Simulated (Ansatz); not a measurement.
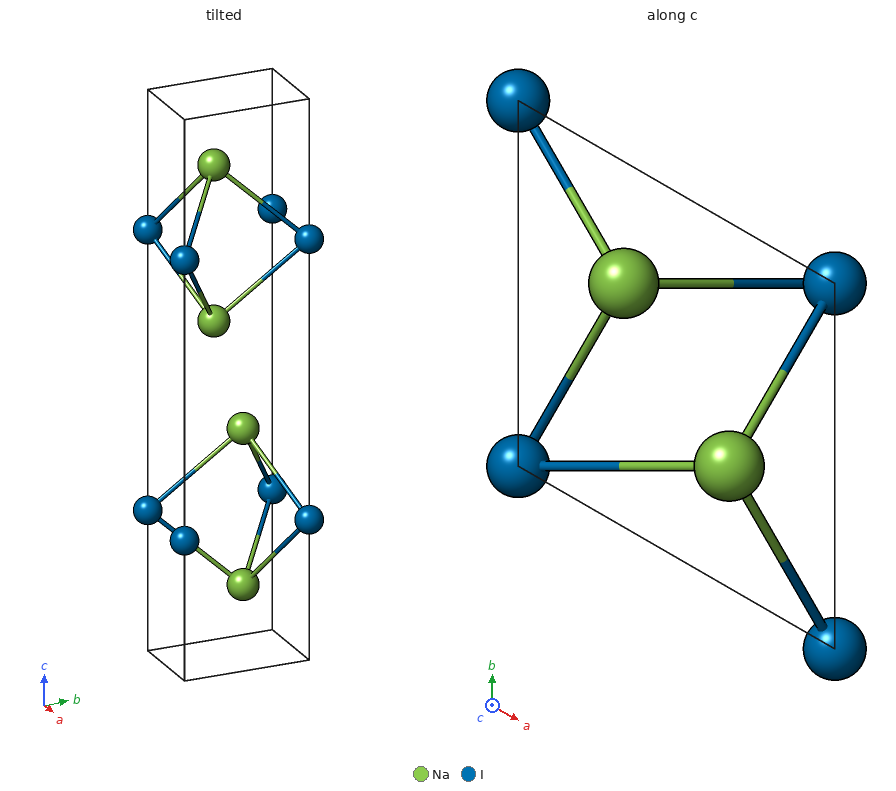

A ball-and-stick rendering, viewed slightly off an axis and along the c axis. The wireframe shows the conventional unit cell. Cell: a = 4.35 Å, b = 4.35 Å, c = 14.69 Å, α = 90.00°, β = 90.00°, γ = 120.00°.

Provenance: a structure type filled with these elements by a generator (whether the compound takes this form wasn't checked). Earlier steps of the study may have refined or changed the cell and positions. A calculation with Ansatz used it as input.

Q: Describe the arrangement of the atoms.

A: Formula: Na$_{2}$I. It belongs to space group P6_3/mmc (No. 194) and has a primitive hexagonal lattice. In the cell are 4 Na, 2 I, which makes 2 formula units. Around each Na lie three I in a trigonal pyramidal arrangement at about 3.2 Å. Each I atom has six Na in a trigonal prismatic arrangement at about 3.2 Å around it. The bonds build Na2I layers parallel to (001).

Level of theory and settings: DFT PBE, scalar-relativistic, plane waves, PAW (Ansatz 0.2.0), a kinetic-energy cutoff of 420 eV, k-point mesh 12×12×4, Gaussian smearing of 0.1 eV, no spin polarisation.

Q: Metal or not?

A: A metal: bands cross the Fermi level.

Q: What does a Bader analysis give?

A: Na +0.48 e; I -0.97 e.

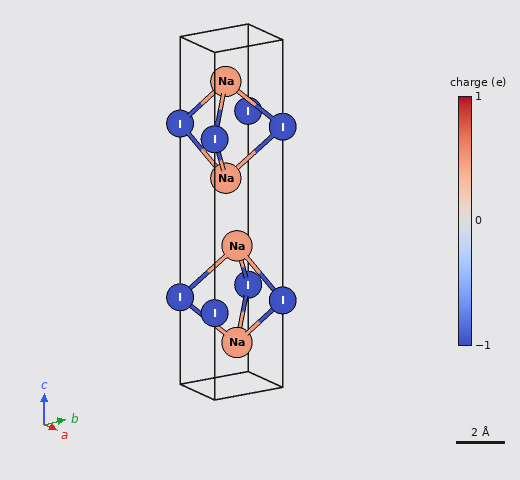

The atoms coloured by those charges. The run's cell of 6 atoms is drawn.

Q: Do the forces and the stress vanish for this geometry?

A: Yes. The largest force is 0.01 eV/Å. The pressure is 0.0 GPa, close to zero.
